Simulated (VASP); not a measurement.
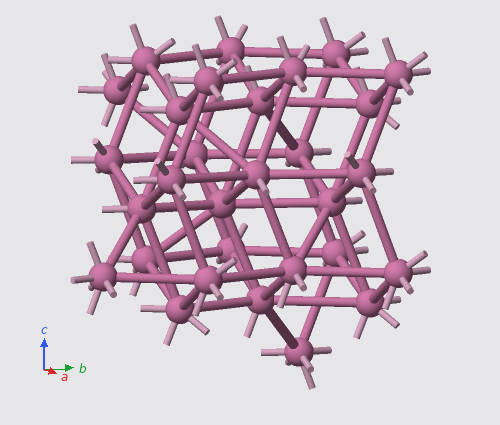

A cut-out of a periodic net derived from a crystal structure. Nodes are coloured by topological kind. Edges to nodes outside the piece are drawn as stubs.

**Describe the net.**

A uninodal 7-connected, three-periodic net.

**Give point symbol and coordination sequence.**

4¹⁵·6⁶, sequence 7, 24, 55, 98, 151.

The net was derived as follows. System CoSi (space group P2_13, No. 198); source of the atomic positions: the end point of a relaxation with VASP Kohn-Sham DFT of a periodic cell, PBE, VASP PAW PBE potentials, minimal, release 54 in VASP 6.6.1. Bonds are taken as Co–Si below 2.7 Å. Simplification: prune 0- and 1-connected atoms, fold 2-connected ones into links. Co and Si are 7-connected nodes.
